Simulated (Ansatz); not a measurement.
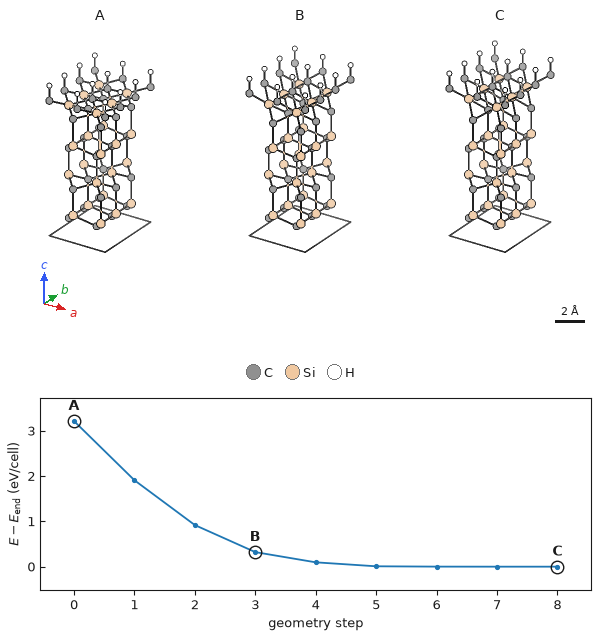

Frames of a constrained relaxation of a slab of composition Si4HC5 (cut from the P6_3mc phase), marked on the history of the run. Style: ball-and-stick. Shown: the 2 × 3 repeat of the cell, outlined in the plane, without the vacuum, slightly off an axis.

Case: CH put at a hollow Si-C site. The slab is the (0 0 1) face of SiC with CH on it. 4 atoms are held fixed.

The calculation used Ansatz 0.2.0, DFT r2SCAN, scalar-relativistic, plane waves, PAW. Set-up: plane-wave cutoff 500 eV; k-point mesh 9 × 9 × 1; occupations gaussian; smearing width 0.05 eV; collinear spin; dipole correction; atoms relaxed in a fixed cell; force threshold 0.03 eV/Å; at most 70 steps.

Describe the path.

The largest moves, 0.88 Å, are those of C and H atoms. By element the largest moves are C 0.88 Å, H 0.88 Å, Si 0.45 Å. The cell stays as it was. Among the contacts that change: C–C 2.123 → 2.770 Å, Si–Si 3.087 → 3.449 Å, C–Si 1.863 → 2.085 Å, C–Si 1.874 → 2.054 Å. Among the angles between lasting bonds that change: Si–C–Si 111.3° → 95.0°, C–Si–C 111.3° → 95.0°, C–Si–C 69.2° → 84.0°. After 8 geometry steps the energy has fallen by 3.216 eV per cell of the calculation. The largest force component goes from 5.4 to 0.014 eV/Å. From step 0 to 3: a C atom moves most (0.53 Å), energy −2.894 eV per cell of the calculation. From step 3 to 8: Si and H atoms move most (0.39 Å), energy −0.322 eV per cell of the calculation.

| step | E − E(0), meV/atom | largest force component, eV/Å |
| --- | --- | --- |
| 0 | 0.00 | 5.4478 |
| 1 | -130.71 | 4.0243 |
| 2 | -229.74 | 3.2866 |
| 3 | -289.45 | 1.2363 |
| 4 | -312.00 | 0.7411 |
| 5 | -320.76 | 0.2233 |
| 6 | -321.49 | 0.1701 |
| 7 | -321.60 | 0.0334 |
| 8 | -321.60 | 0.0136 |

Limits of the set-up: the periodic images lie only 3.1 Å apart, so the values are limited by the cell's size.
